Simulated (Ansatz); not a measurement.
Consider Y.

```cif
data_structure
_symmetry_space_group_name_H-M 'P 1'
_symmetry_Int_Tables_number 1
_cell_length_a 3.4813
_cell_length_b 5.5858
_cell_length_c 3.6000
_cell_angle_alpha 90.000
_cell_angle_beta 116.742
_cell_angle_gamma 90.000
_cell_volume 62.52
loop_
_atom_site_label
_atom_site_type_symbol
_atom_site_fract_x
_atom_site_fract_y
_atom_site_fract_z
_atom_site_occupancy
Y1 Y 0.33333 0.25000 0.66667 1
Y2 Y 0.66667 0.75000 0.33333 1
```

Space group P2₁/m; changed on purpose from its base cell (strain +0.0750 x Voigt [0, 0, 0, 0, 0, 1], atoms carried along).

Computed with Ansatz 0.2.0, DFT PBEsol, scalar-relativistic, plane waves, PAW.

Predict the valence pseudo-density and electron localisation function between the atoms.

Answer. Y–Y (3.44 Å): ρ is about 0.11 e/Å³ halfway; the ELF is about 0.15 at the midpoint; no localised pair shows between them.
The ELF has a maximum of about 0.80 in the space between the atoms, 2.4 Å from six Y atoms, on no atom or two-centre bond.

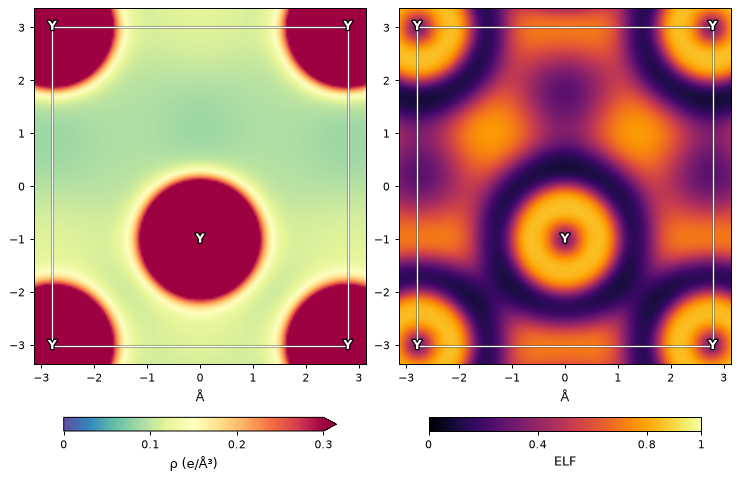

Computed valence pseudo-density and electron localisation function on the (101) plane of the conventional cell, in this order. 

In a PAW calculation such maps are meaningful between the atoms, not at the nuclei.
